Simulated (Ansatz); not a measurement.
# W: geometry relaxation

The run: geometry relaxation of W (interface cell, 42 atoms in the cell). Method and program: DFT PBE, scalar-relativistic, plane waves, PAW (Ansatz 0.2.0).

The structure derives from an entry of the Crystallography Open Database. The run did not end well. It belongs to a series of runs on one base structure; here: symmetric tilt boundary Sigma 11 (3 1 1), mirror on a plane, shift [0.5, 0]. Figures and captions count atoms from 1; the log counts them from 0 in places.

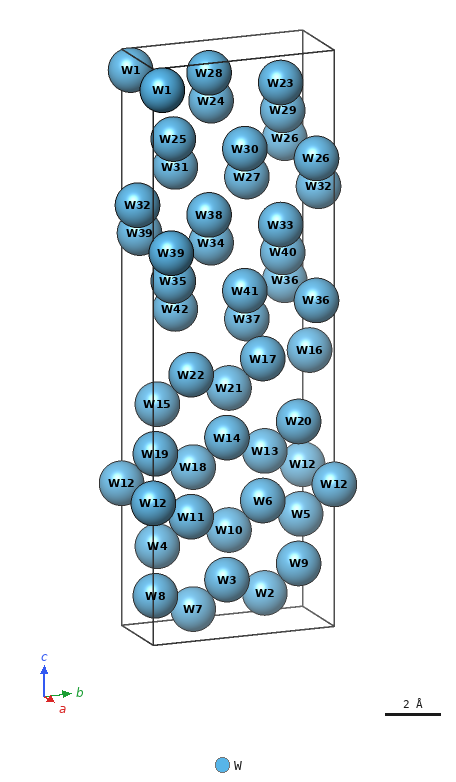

**Figure 1.** The starting structure (spheres-only view of the cell of the calculation, seen slightly off an axis; atoms are numbered from 1 in the order of the input).

**Outcome**

- outcome: stopped at the time limit
- hardware: 4 threads of Intel Xeon (Sapphire Rapids), 16 GiB of memory available, shared host
- wall time: 7.2 min (CPU time 28 min)
- peak memory: 9 GiB

**Diagnosis**

The run was cut off by its time limit, so the output is incomplete.

**Input file**
```yaml
crystal:
  lattice:
    - [4.5022272032, 0.0, 0.0]
    - [-2.2511136016, 7.4660991769, 0.0]
    - [0.0, 0.0, 21.4173174281]
  atoms:
    - { symbol: W, position: [0.0227272727, 0.0454545455, 0.9628847753] }
    - { symbol: W, position: [0.3636363636, 0.7272727273, 0.0448178474] }
    - { symbol: W, position: [0.7272727273, 0.4545454545, 0.0896356949] }
    - { symbol: W, position: [0.0909090909, 0.1818181818, 0.1344535423] }
    - { symbol: W, position: [0.4545454545, 0.9090909091, 0.1792713897] }
    - { symbol: W, position: [0.8181818182, 0.6363636364, 0.2240892372] }
    - { symbol: W, position: [0.1818181818, 0.3636363636, 0.0224089237] }
    - { symbol: W, position: [0.5454545455, 0.0909090909, 0.0672267711] }
    - { symbol: W, position: [0.9090909091, 0.8181818182, 0.1120446186] }
    - { symbol: W, position: [0.2727272727, 0.5454545455, 0.156862466] }
    - { symbol: W, position: [0.6363636364, 0.2727272727, 0.2016803134] }
    - { symbol: W, position: [0.0, 0.0, 0.2464981609] }
    - { symbol: W, position: [0.3636363636, 0.7272727273, 0.2913160083] }
    - { symbol: W, position: [0.7272727273, 0.4545454545, 0.3361338557] }
    - { symbol: W, position: [0.0909090909, 0.1818181818, 0.3809517032] }
    - { symbol: W, position: [0.4772727273, 0.9545454545, 0.4628847753] }
    - { symbol: W, position: [0.8181818182, 0.6363636364, 0.470587398] }
    - { symbol: W, position: [0.1818181818, 0.3636363636, 0.2689070846] }
    - { symbol: W, position: [0.5454545455, 0.0909090909, 0.313724932] }
    - { symbol: W, position: [0.9090909091, 0.8181818182, 0.3585427795] }
    - { symbol: W, position: [0.2727272727, 0.5454545455, 0.4033606269] }
    - { symbol: W, position: [0.6363636364, 0.2727272727, 0.4481784743] }
    - { symbol: W, position: [0.8636363636, 0.7272727273, 0.9481784743] }
    - { symbol: W, position: [0.2272727273, 0.4545454545, 0.9033606269] }
    - { symbol: W, position: [0.5909090909, 0.1818181818, 0.8585427795] }
    - { symbol: W, position: [0.9545454545, 0.9090909091, 0.813724932] }
    - { symbol: W, position: [0.3181818182, 0.6363636364, 0.7689070846] }
    - { symbol: W, position: [0.6818181818, 0.3636363636, 0.970587398] }
    - { symbol: W, position: [0.4090909091, 0.8181818182, 0.8809517032] }
    - { symbol: W, position: [0.7727272727, 0.5454545455, 0.8361338557] }
    - { symbol: W, position: [0.1363636364, 0.2727272727, 0.7913160083] }
    - { symbol: W, position: [0.5, 0.0, 0.7464981609] }
    - { symbol: W, position: [0.8636363636, 0.7272727273, 0.7016803134] }
    - { symbol: W, position: [0.2272727273, 0.4545454545, 0.656862466] }
    - { symbol: W, position: [0.5909090909, 0.1818181818, 0.6120446186] }
    - { symbol: W, position: [0.9545454545, 0.9090909091, 0.5672267711] }
    - { symbol: W, position: [0.3181818182, 0.6363636364, 0.5224089237] }
    - { symbol: W, position: [0.6818181818, 0.3636363636, 0.7240892372] }
    - { symbol: W, position: [0.0454545455, 0.0909090909, 0.6792713897] }
    - { symbol: W, position: [0.4090909091, 0.8181818182, 0.6344535423] }
    - { symbol: W, position: [0.7727272727, 0.5454545455, 0.5896356949] }
    - { symbol: W, position: [0.1363636364, 0.2727272727, 0.5448178474] }
basis:
  ecutwfc: 420
kpoints:
  mp_grid: { grid: [8, 8, 2] }
hamiltonian:
  xc: pbe
scf:
  occupations: { method: gaussian, width: 0.1 }
output:
  forces: true
  stress: true
  eigenvalues: true
  write_density: true
  write_potential: true
  elf: true
  volumetric_format: npy
relax:
  adjacent_minimum: "off"
  f_tol: 0.02
  max_steps: 60
  cell: { fix: [a, b, alpha, beta, gamma], stress_tol: 0.1 }
```

Run as:
```bash
ansatz run input.yaml --threads 4 --pin off --max-ram 12288MiB --backend cpu --events-out ev --progress --plain --runs-dir out
```

**What the program printed**
```
Engine: ansatz 0.2.0, x86_64-unknown-linux-gnu
Pseudopotentials: kind: paw
Pseudopotential: W, paw, valence charge 14, recommended cutoff 420 eV (normal), W.paw.azcp
Functional definition: PBE
  parameter kappa = 0.804
  parameter beta = 0.06672455060314922
  exchange = pbe_x(kappa = kappa, mu = beta*pi^2/3)
  correlation = pbe_c(beta = beta)
Crystal: 42 atoms, lattice volume = 719.923 Å³
Basis set: ecut = 420 eV, 14065 PW (Γ), exchange–correlation on 64×108×288 points (8 copies of the dense FFT grid, shifted against one another)
Bands: 353, of which v1, the nominal top of the filled ones, is band 294 counted from 1 (293 counted from 0)
Symmetry: 4 space group operations
Space group: Cmc21 (ITA 36), of the structure as read, at distance tolerance 9.0e-5 Å
k-points: 42 of 128
Non-local potential: W, projectors of the file, l = 0: 3, l = 1: 2, l = 2: 2, l = 3: 1
PAW form: soft (Blöchl's): semilocal exchange-correlation on the pseudo side does not see the compensation charge
PAW one-centre angular grid: W, 590 points (default); XC on 64 Gauss nodes
Initial density: superposition of atomic densities (neutral atoms: chi_scale 0, normalization atom), corrected by the library's trained network
Initial wavefunctions: pseudopotential atomic-orbital guess
Functional: x = pbe(κ = 0.804, μ = 0.2195149727645171), c = pbe(β = 0.06672455060314922)
SCF iter   1: F=—  HF=-436146.507999 eV  |F-HF|=—  |Δ(HF+E_count)|=         —  Δρ=5.90e-3  dr2=9.28e-1  ethr=1.77e-3  ⟨swp⟩=4.1  Hψ=54306  notcnv=0
preconditioner: auto → Kerker (q_TF=auto, 2.638 Å⁻¹)  [metal: Δε(μ)=0.004 eV  Ē_g=4.719 eV  σ=0.100 eV  W_gap=0.02  n_scr=218 (ndim 8)  ℏωp=22.0 eV  f_vac=0.000  D(μ)=27.03/eV (n_scr^D=218)]
SCF iter   2: F=—  HF=-436146.457153 eV  |F-HF|=—  |Δ(HF+E_count)|=   5.08e-2  Δρ=3.18e-3  dr2=2.87e-1  ethr=1.58e-4  ⟨swp⟩=1.0  Hψ=17052  notcnv=0
SCF iter   3: F=—  HF=-436146.438175 eV  |F-HF|=—  |Δ(HF+E_count)|=   1.90e-2  Δρ=4.26e-4  dr2=5.24e-3  ethr=4.88e-5  ⟨swp⟩=2.0  Hψ=14749  notcnv=0
SCF iter   4: F=—  HF=-436146.437686 eV  |F-HF|=—  |Δ(HF+E_count)|=   4.89e-4  Δρ=9.73e-5  dr2=1.51e-4  ethr=8.91e-7  ⟨swp⟩=2.0  Hψ=17260  notcnv=0
SCF iter   5: F=—  HF=-436146.437674 eV  |F-HF|=—  |Δ(HF+E_count)|=   1.29e-5  Δρ=2.73e-5  dr2=1.37e-5  ethr=2.57e-8  ⟨swp⟩=2.0  Hψ=18307  notcnv=0
SCF iter   6: F=—  HF=-436146.437186 eV  |F-HF|=—  |Δ(HF+E_count)|=   4.88e-4  Δρ=6.94e-6  dr2=5.43e-7  ethr=2.33e-9  ⟨swp⟩=2.0  Hψ=18314  notcnv=0
SCF iter   7: F=-436146.437186 eV  HF=-436146.437186 eV  |F-HF|=1.58e-8  |Δ(HF+E_count)|=   6.27e-8  Δρ=1.57e-6  dr2=3.14e-8  ethr=1.70e-11  ⟨swp⟩=14.8  Hψ=105203  notcnv=0
SCF 1 converged in 7 iterations: F = -436146.437186 eV  dr2 = 3.14e-8
  greatest PAW one-centre occupation: 1.000 electrons in one spin orbital (limit 2), on the W atom at site 41 (counted from 0), in its partial waves of l = 0
relax step   1: F+E_penalty+E_count = -436146.43718588 eV  Δ(F+E_penalty+E_count) = +0.000e0 eV  max|allowed force component| = 3.830e0 eV/Å  Δτ_max = 0.0000 Å  P = -4.955 GPa  Ω = 719.923 Å³  fix = [a, b, alpha, beta, gamma]  reactions: a -3.037, b -4.676 GPa; gamma +0.494 GPa/rad  (7 SCF iters, dr2 threshold 1.00e-7 eV, accepted)
```

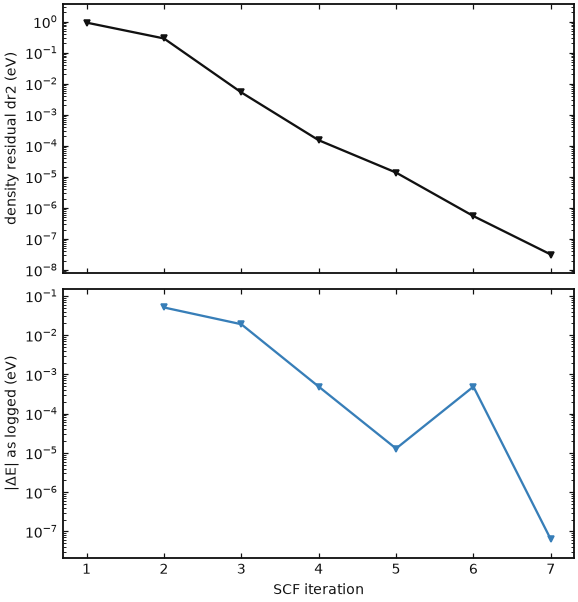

**Figure 2.** Convergence of the self-consistent field: density residual dr2 and size of the energy change against the SCF iteration. The run ended after 7 iterations.

```
Crystal: 42 atoms, lattice volume = 699.238 Å³
Basis set: ecut = 420 eV, 13695 PW (Γ), exchange–correlation on 64×108×288 points (8 copies of the dense FFT grid, shifted against one another)
Initial density: handed on by an earlier stage of this run
Initial wavefunctions: those handed on with the density
```
